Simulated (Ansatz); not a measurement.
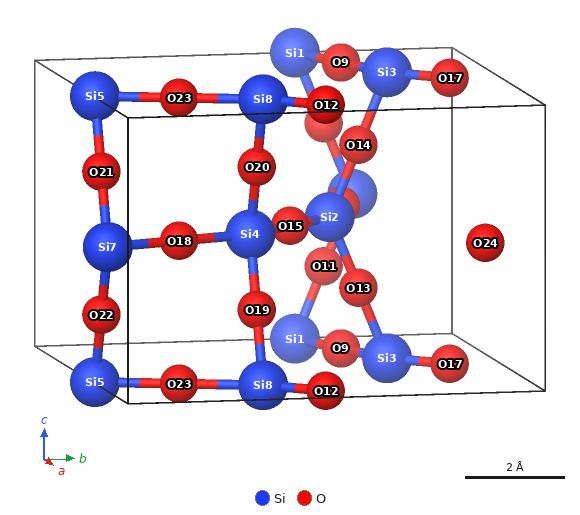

A crystal of SiO$_{2}$ (a generated structure, set up in P4_2/mcm) (coarse preliminary run), before the relaxation. A ball-and-stick model of the cell of the calculation (origin shifted), seen slightly off an axis.

Level of theory: Ansatz, DFT PBE, scalar-relativistic, plane waves, PAW.

Input file:
```yaml
crystal:
  lattice:
    - [8.72117557, 0.0, 0.0]
    - [0.0, 8.72117557, 0.0]
    - [0.0, 0.0, 5.89018971]
  atoms:
    - { symbol: Si, position: [0.31381198, 0.93119501, 0.5] }
    - { symbol: Si, position: [0.68618802, 0.93119501, 0.0] }
    - { symbol: Si, position: [0.68618802, 0.06880499, 0.5] }
    - { symbol: Si, position: [0.93119501, 0.68618802, 0.0] }
    - { symbol: Si, position: [0.93119501, 0.31381198, 0.5] }
    - { symbol: Si, position: [0.31381198, 0.06880499, 0.0] }
    - { symbol: Si, position: [0.06880499, 0.31381198, 0.0] }
    - { symbol: Si, position: [0.06880499, 0.68618802, 0.5] }
    - { symbol: O, position: [0.5, 0.0, 0.5] }
    - { symbol: O, position: [0.31381198, 0.0, 0.25] }
    - { symbol: O, position: [0.31381198, 0.0, 0.75] }
    - { symbol: O, position: [0.19130848, 0.80869152, 0.5] }
    - { symbol: O, position: [0.68618802, 0.0, 0.75] }
    - { symbol: O, position: [0.68618802, 0.0, 0.25] }
    - { symbol: O, position: [0.80869152, 0.80869152, 0.0] }
    - { symbol: O, position: [0.5, 0.0, 0.0] }
    - { symbol: O, position: [0.80869152, 0.19130848, 0.5] }
    - { symbol: O, position: [0.0, 0.5, 0.0] }
    - { symbol: O, position: [0.0, 0.68618802, 0.75] }
    - { symbol: O, position: [0.0, 0.68618802, 0.25] }
    - { symbol: O, position: [0.0, 0.31381198, 0.25] }
    - { symbol: O, position: [0.0, 0.31381198, 0.75] }
    - { symbol: O, position: [0.0, 0.5, 0.5] }
    - { symbol: O, position: [0.19130848, 0.19130848, 0.0] }
basis:
  ecutwfc: 420
kpoints:
  mp_grid: { grid: [2, 2, 4] }
hamiltonian:
  xc: pbe
scf:
  occupations: { method: gaussian, width: 0.1 }
  lower_state_search: "off"
output:
  forces: true
  stress: true
  eigenvalues: true
relax:
  adjacent_minimum: "off"
  f_tol: 0.04
  max_steps: 70
  cell: { stress_tol: 0.4 }
```

Run as
```bash
ansatz run input.yaml --threads 1 --pin off --max-ram 2560MiB --backend cpu --events-out ev --progress --plain --runs-dir out
```

Question: Where does the relaxation end?

Answer: The largest moves relative to the cell, 0.87 Å, are those of O12, O15, O17 and O24. O15 goes along [−1 −1 0]. Si stays in place. The drawn cell changes as follows: a = b 8.721 → 8.239 Å (−5.5 %), c 5.890 → 5.558 Å (−5.6 %); the volume changes by −15.8 %. Near-neighbour distances that change, for instance: Si1–O12 1.511 → 1.671 Å, Si1–O9 1.731 → 1.635 Å, Si1–O10 1.590 → 1.630 Å. Bond angles that change, for instance: Si2–O15–Si4 180.0° → 117.5°, Si4–O20–Si8 180.0° → 134.0°, O12–Si8–O23 155.3° → 124.0°. The space group stays P4_2/mcm (No. 132). After 8 accepted moves (10 points after the start) the energy has fallen by 20.980 eV per cell of the calculation. Largest force component: 6.9 eV/Å at the start, 0.0098 eV/Å at the end. Pressure: 15.41 GPa at the start and 0.07 GPa at the end. The SCF was repeated twice at an unchanged geometry on a basis and grid sized afresh for the cell, which shifted the energy by 77.8 meV per cell of the calculation at most.

The structure at the end:

```
Si O
1.0
     8.23936    0.00000    0.00000
     0.00000    8.23936    0.00000
     0.00000    0.00000    5.55830
Si O
8 16
Direct
  0.31388 0.93125 0.50000
  0.68612 0.93125 0.00000
  0.68612 0.06875 0.50000
  0.93125 0.68612 0.00000
  0.93125 0.31388 0.50000
  0.31388 0.06875 0.00000
  0.06875 0.31388 0.00000
  0.06875 0.68612 0.50000
  0.50000 0.00000 0.50000
  0.23649 0.00000 0.25000
  0.23649 0.00000 0.75000
  0.26574 0.73426 0.50000
  0.76351 0.00000 0.75000
  0.76351 0.00000 0.25000
  0.73426 0.73426 0.00000
  0.50000 0.00000 0.00000
  0.73426 0.26574 0.50000
  0.00000 0.50000 0.00000
  0.00000 0.76351 0.75000
  0.00000 0.76351 0.25000
  0.00000 0.23649 0.25000
  0.00000 0.23649 0.75000
  0.00000 0.50000 0.50000
  0.26574 0.26574 0.00000
```

The end point in the same view:

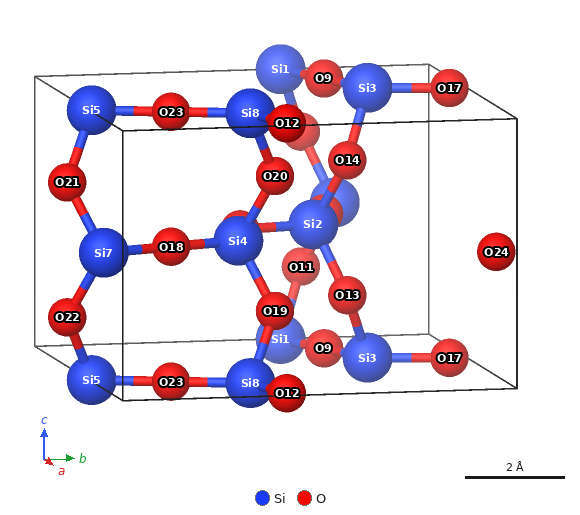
